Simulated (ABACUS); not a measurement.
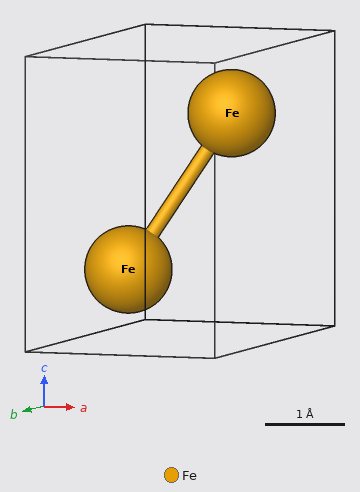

**Figure 1.** The structure (ball-and-stick view of the cell of the calculation, seen at an oblique angle).

# Run report: Fe, band-structure run (part 1 of 2)

System: Fe (2 atoms in the cell).
Method: Kohn-Sham DFT of a periodic cell, PBE, PseudoDojo NC SR 0.4.1 PBE standard, spin-polarised (ABACUS 3.10.1).

The structure derives from a Materials Project entry.

What the program printed:
```
ABACUS v3.10.1

               Atomic-orbital Based Ab-initio Computation at UStc

 ------------------------------------------------------------------------------------

 READING GENERAL INFORMATION
                           global_out_dir = OUT.Fe/
                           global_in_card = INPUT
                               pseudo_dir = ./
                              orbital_dir =
                                    DSIZE = 4
                                    GSIZE = 1

 READING UNITCELL INFORMATION
                                    ntype = 1
                  lattice constant (Bohr) = 1.88973
              lattice constant (Angstrom) = 1

 READING ATOM TYPE 1
                               atom label = Fe
                      L=0, number of zeta = 1
                      L=1, number of zeta = 1
                      L=2, number of zeta = 1
             number of atom for this type = 2
               magnetization of element 1 = 3

                        TOTAL ATOM NUMBER = 2
DIRECT COORDINATES
    atom                   x                   y                   z     mag                  vx                  vy                  vz
taud_Fe1            0.6666666667        0.3333333333        0.7500000000  3.0000        0.0000000000        0.0000000000        0.0000000000
taud_Fe2            0.3333333333        0.6666666667        0.2500000000  3.0000        0.0000000000        0.0000000000        0.0000000000

                          Volume (Bohr^3) = 133.038
                             Volume (A^3) = 19.7141

 Lattice vectors: (Cartesian coordinate: in unit of a_0)
             +2.43416                  +0                  +0
             -1.21708            +2.10804                  +0
                   +0                  +0            +3.84193
 Reciprocal vectors: (Cartesian coordinate: in unit of 2 pi/a_0)
             +0.41082           +0.237187                  -0
                   -0           +0.474374                  -0
                   +0                  -0           +0.260286
 The esolver type has been set to : ksdft_pw

                PAO radial cut off (Bohr) = 10

 Read in pseudopotential file is Fe.upf
                     pseudopotential type = NC
          exchange-correlation functional = PBE
                 nonlocal core correction = 1
                        valence electrons = 16
                                     lmax = 2
                           number of zeta = 4
                     number of projectors = 6
                           L of projector = 0
                           L of projector = 0
                           L of projector = 1
                           L of projector = 1
                           L of projector = 2
                           L of projector = 2
     initial pseudo atomic orbital number = 20
 The readin total magnetization is 6

 SETUP THE ELECTRONS NUMBER
            electron number of element Fe = 16
      total electron number of element Fe = 32
            AUTOSET number of electrons:  = 32
                           occupied bands = 16
                                   NBANDS = 29
                                   NLOCAL = 18

%%%%%%%%%%%%%%%%%%%%%%%%%%%%%%%%%%%%%%%%%%%%%%%%%%%%%%%%%%%%%%%%%%%%%%%%%%%%%%%%%%%%%%%%%%%%%%%%%%%%%%%%%%
 Warning: the number of valence electrons in pseudopotential > 8 for Fe: [Ar] 3d6 4s2
 Pseudopotentials with additional electrons can yield (more) accurate outcomes, but may be less efficient.
 If you're confident that your chosen pseudopotential is appropriate, you can safely ignore this warning.
%%%%%%%%%%%%%%%%%%%%%%%%%%%%%%%%%%%%%%%%%%%%%%%%%%%%%%%%%%%%%%%%%%%%%%%%%%%%%%%%%%%%%%%%%%%%%%%%%%%%%%%%%%

 SETUP THE PLANE WAVE BASIS
 energy cutoff for charge/potential (unit:Ry) = 360
            fft grid for charge/potential = [ 27, 27, 45 ]
                        fft grid division = [ 1, 1, 1 ]
        big fft grid for charge/potential = [ 27, 27, 45 ]
                                     nbxx = 32805
                                     nrxx = 32805

 SETUP PLANE WAVES FOR CHARGE/POTENTIAL
                    number of plane waves = 15319
                         number of sticks = 517

 PARALLEL PW FOR CHARGE/POTENTIAL
     PROC   COLUMNS(POT)             PW
        1            517          15319
 --------------- sum -------------------
        1            517          15319
                            number of |g| = 796
                                  max |g| = 32.5583
                                  min |g| = 0

----------- Double Check Mixing Parameters Begin ------------
mixing_type: broyden
mixing_beta: 0.4
mixing_gg0: 1
mixing_gg0_min: 0.1
mixing_beta_mag: 1.6
mixing_gg0_mag: 0
mixing_ndim: 8
----------- Double Check Mixing Parameters End ------------

 LATTICE VECTORS: (CARTESIAN COORDINATE: IN UNIT OF A0)
             +2.43416                  +0                  +0
             -1.21708            +2.10804                  +0
                   +0                  +0            +3.84193
                       right hand lattice = 1
                                   NORM_A = 2.43416
                                   NORM_B = 2.43416
                                   NORM_C = 3.84193
                           ALPHA (DEGREE) = 90
                           BETA  (DEGREE) = 90
                           GAMMA (DEGREE) = 120

 The lattice vectors have been changed (STRU_SIMPLE.cif)

(for optimal symmetric configuration:)
                             BRAVAIS TYPE = 4
                     BRAVAIS LATTICE NAME = 04. Hexagonal cell
                                    ibrav = 4
                                    IBRAV = 4
                                  BRAVAIS = HEXAGONAL CELL
                       LATTICE CONSTANT A = 2.43416
                                C/A RATIO = 1.57834
Original cell was already a primitive cell.
                        ROTATION MATRICES = 24
              PURE POINT GROUP OPERATIONS = 12
                   SPACE GROUP OPERATIONS = 24
                                       C2 = 3
                                       C3 = 2
                                       C4 = 0
                                       C6 = 0
                                       S1 = 3
                                       S3 = 0
                                       S4 = 0
                                       S6 = 2
                              POINT GROUP = D_3d
                                       C2 = 7
                                       C3 = 2
                                       C4 = 0
                                       C6 = 2
                                       S1 = 7
                                       S3 = 2
                                       S4 = 0
                                       S6 = 2
               POINT GROUP IN SPACE GROUP = D_6h

 SETUP K-POINTS
                                    nspin = 2
                   Input type of k points = Monkhorst-Pack(Gamma)
                                   nkstot = 600
                       right hand lattice = 1
(for reciprocal lattice: )
                             BRAVAIS TYPE = 4
                     BRAVAIS LATTICE NAME = 04. Hexagonal cell
                                    ibrav = 4
                       right hand lattice = 1
(for k-lattice: )
                             BRAVAIS TYPE = 4
                     BRAVAIS LATTICE NAME = 04. Hexagonal cell
                                    ibrav = 4
                       right hand lattice = 1
                        ROTATION MATRICES = 24
                               nkstot_ibz = 56
K-POINTS REDUCTION ACCORDING TO SYMMETRY
     IBZ    DIRECT_X    DIRECT_Y    DIRECT_Z  WEIGHT  ibz2bz
       1  0.00000000  0.00000000  0.00000000  0.0017       0
       2 -0.10000000  0.10000000  0.00000000  0.0100       1
       3 -0.20000000  0.20000000  0.00000000  0.0100       2
       4 -0.30000000  0.30000000  0.00000000  0.0100       3
       5 -0.40000000  0.40000000  0.00000000  0.0100       4
       6  0.50000000  0.50000000  0.00000000  0.0050       5
       7 -0.10000000  0.20000000  0.00000000  0.0100      11
       8 -0.20000000  0.30000000  0.00000000  0.0200      12
       9 -0.30000000  0.40000000  0.00000000  0.0200      13
      10  0.50000000  0.40000000  0.00000000  0.0200      14
      11 -0.20000000  0.40000000  0.00000000  0.0100      22
      12  0.50000000  0.30000000  0.00000000  0.0200      23
      13  0.40000000  0.40000000  0.00000000  0.0100      24
      14  0.40000000  0.30000000  0.00000000  0.0100      33
      15  0.00000000  0.00000000  0.16666667  0.0033     100
      16 -0.10000000  0.10000000  0.16666667  0.0200     101
      17 -0.20000000  0.20000000  0.16666667  0.0200     102
      18 -0.30000000  0.30000000  0.16666667  0.0200     103
      19 -0.40000000  0.40000000  0.16666667  0.0200     104
      20  0.50000000  0.50000000  0.16666667  0.0100     105
      21 -0.10000000  0.20000000  0.16666667  0.0200     111
      22 -0.20000000  0.30000000  0.16666667  0.0400     112
      23 -0.30000000  0.40000000  0.16666667  0.0400     113
      24  0.50000000  0.40000000  0.16666667  0.0400     114
      25 -0.20000000  0.40000000  0.16666667  0.0200     122
      26  0.50000000  0.30000000  0.16666667  0.0400     123
      27  0.40000000  0.40000000  0.16666667  0.0200     124
      28  0.40000000  0.30000000  0.16666667  0.0200     133
      29  0.00000000  0.00000000  0.33333333  0.0033     200
      30 -0.10000000  0.10000000  0.33333333  0.0200     201
[... 26 further k points ...]

                               nkstot now = 56
[... K-POINTS DIRECT COORDINATES: 56 rows ...]

           k-point number in this process = 14
       minimum distributed K point number = 14
[... stars of the k points ...]
                             nks(nspin=2) = 28
                          nkstot(nspin=2) = 112

[... K-POINTS CARTESIAN COORDINATES: 28 rows ...]

[... K-POINTS DIRECT COORDINATES: 28 rows ...]

 SETUP PLANE WAVES FOR WAVE FUNCTIONS
     energy cutoff for wavefunc (unit:Ry) = 90
              fft grid for wave functions = [ 27, 27, 45 ]
                    number of plane waves = 2851
                         number of sticks = 163

 PARALLEL PW FOR WAVE FUNCTIONS
     PROC   COLUMNS(POT)             PW
        1            163           2851
 --------------- sum -------------------
        1            163           2851

 SETUP NONLOCAL PSEUDOPOTENTIALS IN PLANE WAVE BASIS
 Fe non-local projectors:
 projector 1 L=0
 projector 2 L=0
 projector 3 L=1
 projector 4 L=1
 projector 5 L=2
 projector 6 L=2
      TOTAL NUMBER OF NONLOCAL PROJECTORS = 36

 Init Non-Local PseudoPotential table :
 Init Non-Local-Pseudopotential done.

                                     npwx = 1929

 Make real space PAO into reciprocal space.
       max mesh points in Pseudopotential = 1001
     dq(describe PAO in reciprocal space) = 0.01
                                    max q = 1143

 number of pseudo atomic orbitals for Fe is 4
WARNING: norm of atomic wavefunction # 4 of atomic type Fe is 0.999905, renormalized

 -------------------------------------------
 SELF-CONSISTENT
 -------------------------------------------
                                 init_chg = atomic

 PW ALGORITHM --------------- ION=   1  ELEC=   1--------------------------------
 Notice: Threshold on eigenvalues was too large.
 hsover_error=0.32 > DRHO=0.0906488
 Origin diag ethr = 0.01
 New diag ethr = 0.000283277
          total magnetism (Bohr mag/cell) = 4.38948
       absolute magnetism (Bohr mag/cell) = 4.40563
                        nelec for spin up = 18.1947
                      nelec for spin down = 13.8053

 Density error is 0.0909813309277
                          Error Threshold = 0.000283277434311
----------------------------------------------------------
     Energy           Rydberg                 eV
----------------------------------------------------------
 E_KohnSham     -501.2606798780      -6820.0014296950
 E_Harris       -504.2169636646      -6860.2237340971
 E_Fermi        1.6604358780         22.5913891042
----------------------------------------------------------

 PW ALGORITHM --------------- ION=   1  ELEC=   2--------------------------------
          total magnetism (Bohr mag/cell) = 2.97360218052
       absolute magnetism (Bohr mag/cell) = 3.2136429721
                        nelec for spin up = 17.4868010903
                      nelec for spin down = 14.5131989097

 Density error is 0.0154719820279
                          Error Threshold = 0.000284316659149
----------------------------------------------------------
     Energy           Rydberg                 eV
----------------------------------------------------------
 E_KohnSham     -501.2941457412      -6820.4567561234
 E_Harris       -502.0184031209      -6830.3107833059
 E_Fermi        1.6252270957         22.1123490451
----------------------------------------------------------

 PW ALGORITHM --------------- ION=   1  ELEC=   3--------------------------------
          total magnetism (Bohr mag/cell) = 2.09870980505
       absolute magnetism (Bohr mag/cell) = 2.29125052516
                        nelec for spin up = 17.0493549025
                      nelec for spin down = 14.9506450975

 Density error is 0.0106968928303
                          Error Threshold = 4.83499438372e-05
----------------------------------------------------------
     Energy           Rydberg                 eV
----------------------------------------------------------
 E_KohnSham     -501.3009656210      -6820.5495453480
 E_Harris       -501.9123992687      -6828.8685269059
 E_Fermi        1.6215238305         22.0619635377
----------------------------------------------------------

 PW ALGORITHM --------------- ION=   1  ELEC=   4--------------------------------
          total magnetism (Bohr mag/cell) = 0.934295771915
       absolute magnetism (Bohr mag/cell) = 1.06387463155
                        nelec for spin up = 16.467147886
                      nelec for spin down = 15.532852114

 Density error is 0.00325365944562
                          Error Threshold = 3.34277900948e-05
----------------------------------------------------------
     Energy           Rydberg                 eV
----------------------------------------------------------
 E_KohnSham     -501.3143934248      -6820.7322399905
 E_Harris       -501.3912706178      -6821.7782078615
 E_Fermi        1.6167672102         21.9972463983
----------------------------------------------------------

 PW ALGORITHM --------------- ION=   1  ELEC=   5--------------------------------
          total magnetism (Bohr mag/cell) = 0.0561198708545
       absolute magnetism (Bohr mag/cell) = 0.0696014387863
                        nelec for spin up = 16.0280599354
                      nelec for spin down = 15.9719400646

 Density error is 0.000176033647919
                          Error Threshold = 1.01676857676e-05
----------------------------------------------------------
     Energy           Rydberg                 eV
----------------------------------------------------------
 E_KohnSham     -501.3282949752      -6820.9213802881
 E_Harris       -501.2983926928      -6820.5145388639
 E_Fermi        1.6173469385         22.0051340061
----------------------------------------------------------

 PW ALGORITHM --------------- ION=   1  ELEC=   6--------------------------------
          total magnetism (Bohr mag/cell) = 0.1084713498
       absolute magnetism (Bohr mag/cell) = 0.118025819509
                        nelec for spin up = 16.0542356749
                      nelec for spin down = 15.9457643251

 Density error is 6.79975964314e-05
                          Error Threshold = 5.50105149748e-07
----------------------------------------------------------
     Energy           Rydberg                 eV
----------------------------------------------------------
 E_KohnSham     -501.3281580051      -6820.9195167136
 E_Harris       -501.3709618012      -6821.5018922362
 E_Fermi        1.6179547458         22.0134036493
----------------------------------------------------------

 PW ALGORITHM --------------- ION=   1  ELEC=   7--------------------------------
          total magnetism (Bohr mag/cell) = -0.0163860705195
       absolute magnetism (Bohr mag/cell) = 0.0177668121666
                        nelec for spin up = 15.9918069647
                      nelec for spin down = 16.0081930353

 Density error is 2.04605567366e-05
                          Error Threshold = 2.12492488848e-07
----------------------------------------------------------
     Energy           Rydberg                 eV
----------------------------------------------------------
 E_KohnSham     -501.3283569052      -6820.9222228890
 E_Harris       -501.2614610176      -6820.0120576440
 E_Fermi        1.6170005785         22.0004215375
----------------------------------------------------------
```
